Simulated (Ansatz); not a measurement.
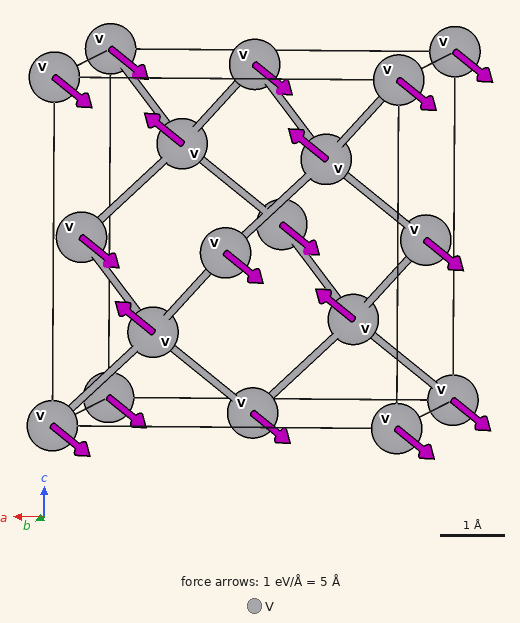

A changed version of a crystal of V (a generated structure, set up in Fd-3m), with the computed forces as purple arrows. Besides, the cell is strained by −1.0 % along [1 1 1] and +0.5 % across it (volume 0.0 %). Style: ball-and-stick. Shown: the conventional cell (4 times the calculation's cell), from a free direction. Lengths and directions refer to the drawn axes.

All numbers below come from DFT, PBE, PAW with Ansatz's default frozen-core files, scalar-relativistic (Ansatz). Settings: plane-wave cutoff 420 eV; k-point mesh 10 × 10 × 10; occupations fermi dirac; smearing width 0.08 eV; collinear spin.

> Where do the forces point?

The atoms keep their fractional coordinates. No relaxation follows. The energy changes by less than 1 meV per atom. Pressure: 0.0 GPa before, 0.0 GPa after. The largest forces, 0.18 eV/Å, act on 2 V atoms of the calculation's cell. The absolute magnetisation stays at 3.75 μB per cell. Some distances before and after: V–V 2.367 → 2.344 to 2.375 Å. The space group (tolerance 0.01 Å) goes from Fd-3m (No. 227) to R-3m (No. 166).
